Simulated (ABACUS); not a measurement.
# A series of single points on Ca

System: Ca (I4/mmm, 1 atom in the cell).
Method: Kohn-Sham DFT of a periodic cell, PBE, PseudoDojo NC SR 0.4.1 PBE standard, no spin polarisation (ABACUS 3.10.1).

The 7 runs differ only in the geometry, by an even scaling of the cell at fixed fractional positions. The structure derives from a Materials Project entry.

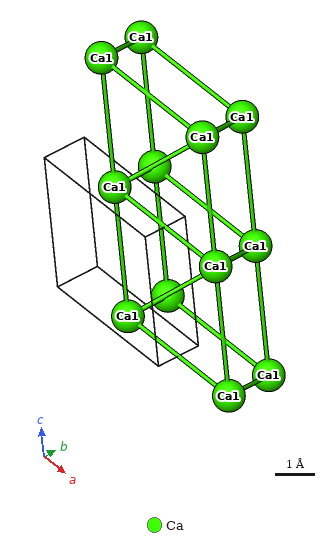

Figure 1. The structure of run 4 (ball-and-stick view of the cell of the calculation, repeated 2 × 2 × 2, seen slightly off an axis; atoms are numbered from 1 in the order of the input).

### Input of run 4
```
INPUT_PARAMETERS
suffix              Ca
calculation         scf
basis_type          pw
pseudo_dir          ./
symmetry            1
dft_functional      pbe
ecutwfc             68
pseudo_rcut         10
nspin               1
nbands              9
ks_solver           dav
smearing_method     fd
smearing_sigma      0.00367493
scf_thr             1e-08
scf_nmax            100
mixing_type         broyden
mixing_beta         0.7
cal_force           1
cal_stress          1
kpar                4
```

### File STRU of run 4
```
ATOMIC_SPECIES
Ca 40.0780 Ca.upf

LATTICE_CONSTANT
1.8897261246

LATTICE_VECTORS
-2.2052049036 2.2052049036 2.1961148100
2.2052049036 -2.2052049036 2.1961148100
2.2052049036 2.2052049036 -2.1961148100

ATOMIC_POSITIONS
Direct

Ca
0.0
1
0.5000000000 0.5000000000 0.0000000000 1 1 1
```

### File KPT of run 4
```
K_POINTS
0
Gamma
9 9 9 0 0 0
```

Command:
```bash
OMP_NUM_THREADS=1 mpirun -np 4 abacus > log
```

Run 2 differs from it as follows:
```diff
--2.2052049036 2.2052049036 2.1961148100
-2.2052049036 -2.2052049036 2.1961148100
-2.2052049036 2.2052049036 -2.1961148100
+-2.1754011839 2.1754011839 2.1664339444
+2.1754011839 -2.1754011839 2.1664339444
+2.1754011839 2.1754011839 -2.1664339444
```

### Results, with one run withheld

```csv
run,volume per atom (Å³),"free energy per atom, from the lowest run given (meV)",pressure (GPa)
1,40.155,5.24,0.86
2,41.009,?,?
3,41.864,0.00,0.12
4,42.718,0.19,−0.21
5,43.573,2.09,−0.52
6,44.427,5.59,−0.80
7,45.281,10.56,−1.07
```

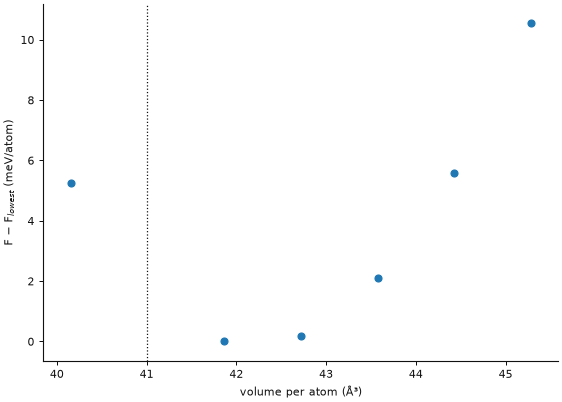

Figure 2. Free energy per atom of the runs given; the dotted line marks run 2.

What should run 2 give?

A cubic polynomial in V^(−2/3) (the Birch–Murnaghan form), fitted to the 6 runs given, misses them by under 0.01 meV per atom. With x = V^(−2/3) − 0.08154 Å⁻², it reads F = 0.53943 − 1407.3 x + 7.382e+05 x² − 6.8139e+06 x³ (meV per atom). At run 2 it gives 1.64 meV per atom, and the run itself gives 1.64. The slope of the fit gives a pressure −dF/dV of 0.49 GPa there, and the run prints 0.48 GPa. The fit has its minimum at 42.196 Å³ per atom, where V d²F/dV² gives 16.5 GPa. Cell shape and fractional positions are held, so this is the stiffness under even scaling; the relaxed bulk modulus wasn't computed.

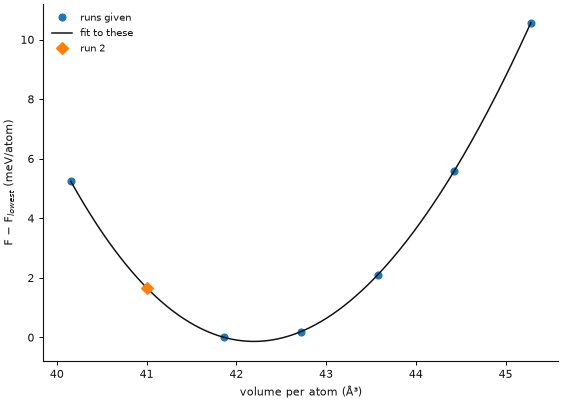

Figure 3. The fit and the withheld run.

### Some lines of the output (run 2)
```
[...]
                          Volume (Bohr^3) = 276.746
                             Volume (A^3) = 41.0094
 E_Fermi        0.3863625569         5.2567322683
 E_Fermi        0.3880002766         5.2790145880
 E_Fermi        0.3879287258         5.2780410889
 E_Fermi        0.3879421145         5.2782232509
 E_KS(sigma->0) -77.4230052460       -1053.3940276294
 E_Fermi        0.3879012127         5.2776667532
 final etot is -1053.4018533 eV
 EFERMI = 5.2776667532 eV
 TOTAL-PRESSURE: 4.796821 KBAR
 !FINAL_ETOT_IS -1053.4018532634149778 eV
```
